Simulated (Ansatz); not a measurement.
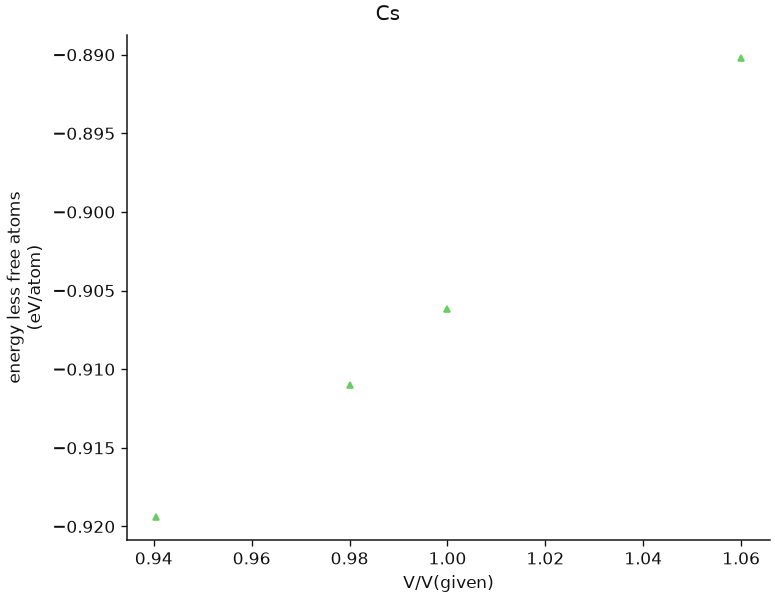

Plotted: energy less free atoms against V/V(given) for Cs, space group I4_1/amd (No. 141).

The given structure:
```
CELL_PARAMETERS angstrom
-2.55385 2.55385 9.59607
2.55385 -2.55385 9.59607
2.55385 2.55385 -9.59607
ATOMIC_POSITIONS crystal
Cs 0.25000 0.75000 0.50000
Cs 0.50000 0.50000 0.00000
```

How it was computed, with Ansatz 0.2.0: periodic Kohn-Sham DFT of a crystal at fixed atoms, scaled to the stated factor times the given cell, energy less spherical unpolarised free atoms. Level: LDA.

- method: all-electron LAPW
- relativity: scalar
- k mesh: 9×9×9
- occupations: Fermi–Dirac
- smearing width: 0.03 eV
- basis error target: 0.25 (meV/atom)
- nucleus: Gaussian

V(given) is 125.17 Å³/atom.

The point at V/V(given) 1.020 is left out of the plot. What does the calculation give there?

| V/V(given) | energy less free atoms (eV/atom) |
| --- | --- |
| 1.020 | −0.9011 |

Caveats: no spin-orbit coupling on heavy atoms; the volumes run don't bracket the minimum of the energy, so any equilibrium value is extrapolated; shape and atomic fractions are frozen while scaling, which makes layered, chain and framework solids too stiff.
